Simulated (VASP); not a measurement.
# Absorption of GaAs from time-dependent hybrids, part 4 of 4

Which functionals bind an exciton in GaAs? The cell is of the zinc-blende type, one of the forms listed for this formula. The start is a cell from a database of measured crystal structures.

VASP 6.6.1, plane waves and PAW; the level of theory is named at each step.

Still holding for the runs below: The k-mesh is coarse for unscreened exact exchange, which converges slowly with it.

So far, lowest excitation (eV): step 4 (casida equation on PBE, time-dependent PBE, Casida form) 0.518; step 5 (random-phase approximation on PBE, RPA spectrum on PBE) 0.521; step 9 (casida equation on B3LYP, time-dependent B3LYP, Casida form) 1.17; step 10 (random-phase approximation on B3LYP, RPA spectrum on B3LYP) 1.64.

## (13) Casida equation on PBE0

This step: time-dependent PBE0, Casida form; plane waves and PAW (As, Ga_d) (VASP 6.6.1).

The Casida equation, in the Tamm-Dancoff approximation (ANTIRES = 0), couples the pairs by a local exchange-correlation kernel and by exact exchange, which attracts electron and hole.

INCAR reads:

```
SYSTEM = GaAs
PREC = Accurate
ENCUT = 300
ISMEAR = 0
SIGMA = 0.01
LREAL = .FALSE.
LHFCALC = .TRUE.
AEXX = 0.25
GGA = PE
LASPH = .TRUE.
NBANDS = 28
PRECFOCK = Fast
ALGO = TDHF
NBANDSO = 4
NBANDSV = 4
OMEGAMAX = 25
NEDOS = 1000
CSHIFT = 0.1
LWAVE = .FALSE.
LCHARG = .FALSE.
ANTIRES = 0
LFXC = .TRUE.
LADDER = .TRUE.
```

POSCAR reads:

```
GaAs
1.0
    0.0000000000      2.8268500000      2.8268500000
    2.8268500000      0.0000000000      2.8268500000
    2.8268500000      2.8268500000      0.0000000000
As Ga
1 1
Direct
    0.7500000000      0.7500000000      0.7500000000
    0.0000000000      0.0000000000      0.0000000000
```

KPOINTS reads:

```
Automatic mesh
0
Gamma
5 5 5
0 0 0
```

The projector-augmented-wave data sets are As and Ga_d (PBE family, release 64).

The run starts from files that an earlier step left in the folder.

Started as:

```sh
mpirun -np 4 vasp_std
```

The program printed:

```text
[banner, memory and clock lines left out]
 LDA part: xc-table for (Slater+PW92), standard interpolation
 found WAVECAR, reading the header
 POSCAR, INCAR and KPOINTS ok, starting setup
 FFT: planning ... GRIDC
 FFT: planning ... GRID_SOFT
 FFT: planning ... GRID
 reading WAVECAR
 the WAVECAR file was read successfully
 initial charge from wavefunction
 available memory per node:    181.26 GB, setting MAXMEM to    185615

 The Fermi energy was updated, please check that it is located mid-gap
 values below the HOMO (VB) or above the LUMO (CB) will cause erroneous energies
 E-fermi :   4.2084

 Doing            0  frequencies on each core in blocks of            0
 parallelization over k-points
 Using distributed matrix
 Using distributed eigensolver
 allocating two-electron 4 orbital integral table    4    4    4    4
 BSE setting up matrix
 available memory per node:    181.22 GB, setting MAXMEM to    185566
 Calculate matrix elements of the BSE Hamiltonian:
 Workload is divided into blocks of two-electron 4 orbital integrals computed in
  parallel.
 Each block/integral has dimensions  of (   4,   4,   4,   4) orbitals
 Total number of blocks/integrals:                 7875
 Number of spins:                                     1
 Number of kpoints:                                 125
 Spin channel:                                        1
  Number of blocks of unoccupied bands:               1
  Number of blocks of occupied bands:                 1
 Number of rows/columns of blocks:                  125

                                                        Time (sec)
               Integrals                 Ranks       Real         CPU
  [         1 -        500/      7875]     4         0.98        0.00
  [       501 -       1000/      7875]     4         1.95        0.00
  [      1001 -       1500/      7875]     4         2.88        0.00
  [      1501 -       2000/      7875]     4         3.82        0.00
  [      2001 -       2500/      7875]     4         4.75        0.00
  [      2501 -       3000/      7875]     4         5.67        0.00
  [      3001 -       3500/      7875]     4         6.57        0.00
  [      3501 -       4000/      7875]     4         7.49        0.00
  [      4001 -       4500/      7875]     4         8.43        0.00
  [      4501 -       5000/      7875]     4         9.33        0.00
  [      5001 -       5500/      7875]     4        10.23        0.00
  [      5501 -       6000/      7875]     4        11.16        0.00
  [      6001 -       6500/      7875]     4        12.06        0.00
  [      6501 -       7000/      7875]     4        12.97        0.00
  [      7001 -       7500/      7875]     4        13.89        0.00
  [      7501 -       7600/      7875]     4        14.07        0.00
  [      7601 -       7625/      7875]     1        14.25        0.00
  [      7626 -       7725/      7875]     4        14.43        0.00
  [      7726 -       7750/      7875]     1        14.61        0.00
  [      7751 -       7850/      7875]     4        14.79        0.00
  [      7851 -       7870/      7875]     4        14.83        0.00
  [      7871 -       7874/      7875]     4        14.83        0.00
  [      7875 -       7875/      7875]     1        14.84        0.00

[... 5 parts as in an earlier step ...]
```

It took 21 s on 4 MPI ranks of AMD EPYC 7R43, shared host; peak memory 0.61 GiB; 80 s of CPU time.

Parts of OUTCAR (step 13):

```text
   NELECT =      18.0000    total number of electrons

 E-fermi :   4.2084

[... 8 parts as in an earlier step ...]

[... 2 further parts left out ...]
```

Numbers from this step:

| Property | Result |
| --- | --- |
| lowest excitation | 1.509 eV |

The imaginary dielectric function, xx has structure finer than the step of the table below, so its rows give means over 1 eV, whole bins alone (the curve runs from 0 to 25 eV). Peaks (eV: height): 1.5: 18.0, 2.9: 63.9, 4.5: 46.8, 4.9: 35.1.

From 4 filled and 4 empty bands alone, without any pair above OMEGAMAX = 25 eV, so strength is missing wherever others contribute; lines are broadened by CSHIFT, which also makes the tail under the first line. Imaginary dielectric function, xx against photon energy; means over each step:

| photon energy (eV) | imaginary dielectric function, xx |
| --- | --- |
| 1 | 2.62 |
| 2 | 3.85 |
| 3 | 18.5 |
| 4 | 7.81 |
| 5 | 19.4 |
| 6 | 3.72 |
| 7 | 3.13 |
| 8 | 2.84 |
| 9 | 3.33 |
| 10 | 1.34 |
| 11 | 0.331 |
| 12 | 0.385 |
| 13 | 0.327 |
| 14 | 0.248 |
| 15 | 0.139 |
| 16 | 0.197 |
| 17 | 0.121 |
| 18 | 0.107 |
| 19 | 0.0877 |
| 20 | 0.0386 |
| 21 | 0.0291 |
| 22 | 0.00960 |
| 23 | 0.00531 |

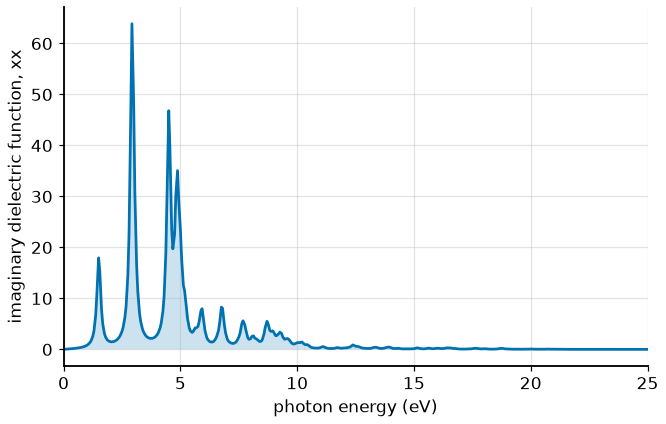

Imaginary dielectric function, xx, plotted against photon energy.

Some of the lowest 40 states alone, with states under 2.5 meV apart joined, scaled to the strongest line shown. Lines of the exciton spectrum (strongest = 100):

| position (eV) | lines merged | oscillator strength |
| --- | --- | --- |
| 1.509 | 3 | 28 |
| 2.942 | 3 | 100 |
| 2.988 | 3 | 0.0 |
| 3.011 | 2 | 0.0 |
| 3.038 | 8 | 0.4 |
| 3.103 | 3 | 2.7 |
| 3.111 | 5 | 0.0 |
| 3.175 | 8 | 0.0 |

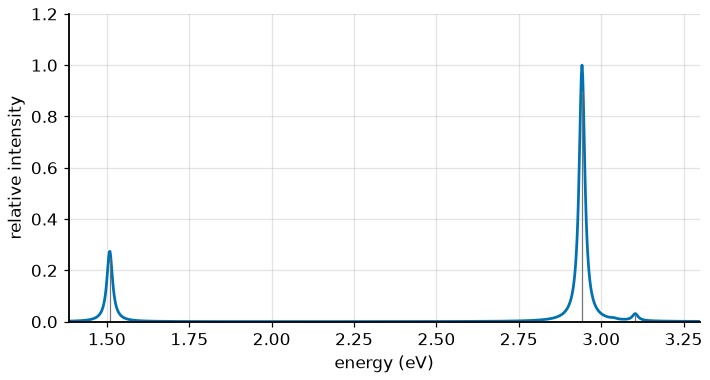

The exciton spectrum, broadened with Lorentzians of width 0.021 eV; bars mark the lines.

The lowest excitation lies at 1.509 eV, -585 meV against the direct gap of these orbitals, a distance that this coarse mesh makes far too large. Peak heights aren't converged with the mesh, least of all at the onset.

## (14) Random-phase approximation on PBE0

This step: RPA spectrum on PBE0; plane waves and PAW (As, Ga_d) (VASP 6.6.1).

With the exchange-correlation kernel off, only the local fields remain: the random-phase approximation.

INCAR: that of step 13 with these lines changed.

```diff
@@ -21,3 +21,3 @@
 ANTIRES = 0
-LFXC = .TRUE.
-LADDER = .TRUE.
+LFXC = .FALSE.
+LADDER = .FALSE.
```

POSCAR is that of step 13.

KPOINTS is that of step 13.

Started as:

```sh
mpirun -np 4 vasp_std
```

The program printed:

```text
[banner, memory and clock lines left out]
 LDA part: xc-table for (Slater+PW92), standard interpolation
 found WAVECAR, reading the header
 POSCAR, INCAR and KPOINTS ok, starting setup
 FFT: planning ... GRIDC
 FFT: planning ... GRID_SOFT
 FFT: planning ... GRID
 reading WAVECAR
 the WAVECAR file was read successfully
 initial charge from wavefunction
 available memory per node:    181.20 GB, setting MAXMEM to    185546

 Doing            0  frequencies on each core in blocks of            0
 parallelization over k-points
 Using distributed matrix
 Using distributed eigensolver
 allocating two-electron 4 orbital integral table    4    4    4    4
 BSE setting up matrix
 available memory per node:    181.17 GB, setting MAXMEM to    185517
 Calculate matrix elements of the BSE Hamiltonian:
 Workload is divided into blocks of two-electron 4 orbital integrals computed in
  parallel.
 Each block/integral has dimensions  of (   4,   4,   4,   4) orbitals
 Total number of blocks/integrals:                 7875
 Number of spins:                                     1
 Number of kpoints:                                 125
 Spin channel:                                        1
  Number of blocks of unoccupied bands:               1
  Number of blocks of occupied bands:                 1
 Number of rows/columns of blocks:                  125

                                                        Time (sec)
               Integrals                 Ranks       Real         CPU
  [         1 -        500/      7875]     4         0.58        0.00
  [       501 -       1000/      7875]     4         1.17        0.00
  [      1001 -       1500/      7875]     4         1.75        0.00
  [      1501 -       2000/      7875]     4         2.35        0.00
  [      2001 -       2500/      7875]     4         2.92        0.00
  [      2501 -       3000/      7875]     4         3.49        0.00
  [      3001 -       3500/      7875]     4         4.09        0.00
  [      3501 -       4000/      7875]     4         4.66        0.00
  [      4001 -       4500/      7875]     4         5.22        0.00
  [      4501 -       5000/      7875]     4         5.80        0.00
  [      5001 -       5500/      7875]     4         6.35        0.00
  [      5501 -       6000/      7875]     4         6.91        0.00
  [      6001 -       6500/      7875]     4         7.46        0.00
  [      6501 -       7000/      7875]     4         8.01        0.00
  [      7001 -       7500/      7875]     4         8.55        0.00
  [      7501 -       7600/      7875]     4         8.65        0.00
  [      7601 -       7625/      7875]     1         8.76        0.00
  [      7626 -       7725/      7875]     4         8.87        0.00
  [      7726 -       7750/      7875]     1         8.98        0.00
  [      7751 -       7850/      7875]     4         9.08        0.00
  [      7851 -       7870/      7875]     4         9.11        0.00
  [      7871 -       7874/      7875]     4         9.11        0.00
  [      7875 -       7875/      7875]     1         9.11        0.00

[... 6 parts as in an earlier step ...]
```

Elapsed: 15 s, on 4 MPI ranks; peak memory 0.63 GiB.

OUTCAR, selected parts (step 14):

```text
   NELECT =      18.0000    total number of electrons

 E-fermi :   4.2084

[... 8 parts as in an earlier step ...]

[... 2 further parts left out ...]
```

This step gave:

- lowest excitation: 2.103 eV

The imaginary dielectric function, xx has structure finer than the step of the table below, so its rows give means over 2 eV, whole bins alone (the curve runs from 0 to 25 eV). Peaks (eV: height): 2.1: 12.4, 3.7: 43.0, 5.2: 18.7, 5.8: 41.7, 7.4: 9.86, 10.0: 7.14.

From 4 filled and 4 empty bands alone, without any pair above OMEGAMAX = 25 eV, so strength is missing wherever others contribute; lines are broadened by CSHIFT, which also makes the tail under the first line. Imaginary dielectric function, xx against photon energy; means over each step:

| photon energy (eV) | imaginary dielectric function, xx |
| --- | --- |
| 2 | 2.20 |
| 4 | 7.98 |
| 6 | 14.1 |
| 8 | 3.60 |
| 10 | 4.22 |
| 12 | 0.994 |
| 14 | 0.764 |
| 16 | 0.181 |
| 18 | 0.198 |
| 20 | 0.145 |
| 22 | 0.0622 |
| 24 | 0.0103 |

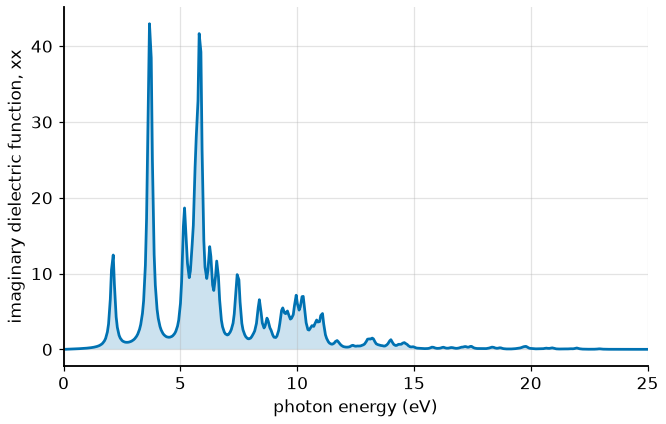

Imaginary dielectric function, xx against photon energy.

The lowest excitation lies at 2.103 eV, +9 meV against the direct gap of these orbitals. Peak heights aren't converged with the mesh, least of all at the onset.

## (15) Summary

This step: time-dependent PBE, B3LYP, PBE0; plane waves and PAW (VASP 6.6.1).

Derived from the runs above.

Cost is wall time times ranks on a shared host, for this step alone, without the steps before it. Excitations by level:

| level | first excitation (eV) | cost (core minutes) |
| --- | --- | --- |
| Casida equation on PBE | 0.5176 | 0.75 |
| random phases on PBE | 0.5206 | 0.83 |
| Casida equation on B3LYP | 1.165 | 1.32 |
| random phases on B3LYP | 1.639 | 0.95 |
| Casida equation on PBE0 | 1.509 | 1.4 |
| random phases on PBE0 | 2.103 | 1 |

## (16) Outcome

| Item | Value |
| --- | --- |
| Casida equation on PBE | lowest vertical excitation 0.518 eV; direct gap 0.511 eV |
| RPA on PBE | lowest vertical excitation 0.521 eV; direct gap 0.511 eV |
| Casida equation on B3LYP | lowest vertical excitation 1.165 eV; direct gap 1.630 eV |
| RPA on B3LYP | lowest vertical excitation 1.639 eV; direct gap 1.630 eV |
| Casida equation on PBE0 | lowest vertical excitation 1.509 eV; direct gap 2.094 eV |
| RPA on PBE0 | lowest vertical excitation 2.103 eV; direct gap 2.094 eV |

What this shows: Time-dependent B3LYP puts the lowest vertical singlet excitation at 1.165 eV, 0.46 eV below the direct gap of 1.630 eV; the states within 10 meV of it carry 40 % of the strength of the strongest such group among the lowest 40 states. Time-dependent PBE0 puts the lowest vertical singlet excitation at 1.509 eV, 0.59 eV below the direct gap of 2.094 eV; the states within 10 meV of it carry 28 % of the strength of the strongest such group among the lowest 40 states. The exchange-correlation kernel and the attraction move the centre of weight of eps2 xx over the computed range by -1.28 eV against the run in the random-phase approximation on B3LYP, a shift that holds the same mesh error (B3LYP). The exchange-correlation kernel and the attraction move the centre of weight of eps2 xx over the computed range by -1.60 eV against the run in the random-phase approximation on PBE0, a shift that holds the same mesh error (PBE0). The PBE kernel binds nothing: its lowest excitation, 0.518 eV, sits at the direct gap of 0.511 eV. The binding energy was not obtained: in a well-screened crystal the exciton spreads over many cells, and on this mesh its distance from the gap is set by the mesh and is far too large. On such a mesh the heights of single peaks aren't converged either. For the hybrids, on a mesh this coarse most of the distance from the gap can come from the q = 0 term of the exact exchange, which falls with the number of k points, so it doesn't show which functional binds an exciton. These are vertical excitations; an indirect gap can lie lower. Direct gaps by functional: 0.511 eV at PBE, 1.630 eV at B3LYP and 2.094 eV at PBE0. Exact exchange widens them. Unscreened exchange converges slowly with the mesh, in the gaps as in the binding, and the two errors partly cancel in the excitation energy. The orbitals give an independent-particle dielectric component as large as 79 on this mesh, where the few k points at the small direct gap weigh too much; the screening isn't converged. Only the bands set by NBANDSO and NBANDSV form pairs, and any pair above OMEGAMAX = 25 eV is dropped, so the spectrum is that of this window; the window can cut degenerate bands. Spin-orbit coupling is left out; with As and Ga in the cell it can split or shift band edges, by an amount that depends on which atoms form them and isn't tested here. The given cell is kept, although it stands at +3.4 GPa at PBE and ENCUT = 300 eV, which holds the mismatch of the given cell with this functional and any basis-set error. Not tabulated here, as repeats of values shown or as unfit to read for their mesh, reference level or band range: eps2 curves (empty bands); eps1 curves and static values (Casida equation, empty bands, random phases); gaps (empty bands); line lists of runs without attraction (Casida equation, random phases); exciton binding energies (Casida equation).

[Lines on the potential files, build, host, timing and source positions are cut from VASP's logs without a mark.]

[Logs are printed without paths, hosts, clocks, repeated set-up lines and the standing remarks that a program may print on its own settings, such as how far it seeks lower states.]

[Hosts, paths, dates, database ids (printed as entryN), source tags and the programs' standing remarks are cut or masked in the printed files.]

[Pressures printed for these runs are not shown converged in the cutoff: they can be off by several GPa and have the wrong sign.]
